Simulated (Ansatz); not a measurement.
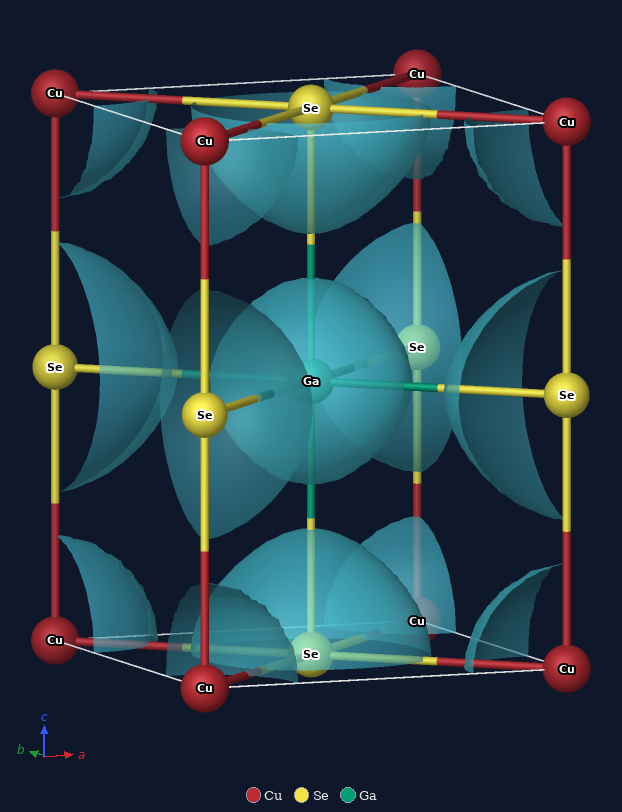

*GaCuSe₂. Isosurface of the valence charge density (pseudo) at 0.4 e/Å³ (cyan), seen slightly off an axis. Sticks mark near contacts.*

Space group P4/mmm; started from the I-III-VI2 or I-V-VI2 ordering on rocksalt lattice prototype, which need not be the ambient phase; computed pressure about 2 GPa in this cell; computed without spin polarisation.

Method: DFT, PBE, plane waves, PAW in Ansatz 0.2.0.

```xyz
4
Lattice="3.7296 0.0000 0.0000 0.0000 3.7296 0.0000 0.0000 0.0000 5.2545" Properties=species:S:1:pos:R:3 pbc="T T T"
Cu    0.0000    0.0000    0.0000
Se    0.0000    0.0000    2.6273
Ga    1.8648    1.8648    2.6273
Se    1.8648    1.8648    0.0000
```

> Which contacts does the surface bridge?

At this value the density breaks into separate islands; it holds about 85 % of the electrons treated as valence (semicore included). It bridges none of the near contacts. It is pinched off along the shortest Cu–Se (2.63 Å) and Ga–Se (2.63 Å) contacts. On the grid the lowest density along these lines, outside the cores, is 0.28 e/Å³ (Cu–Se, 2.63 Å) and 0.32 e/Å³ (Ga–Se, 2.63 Å).
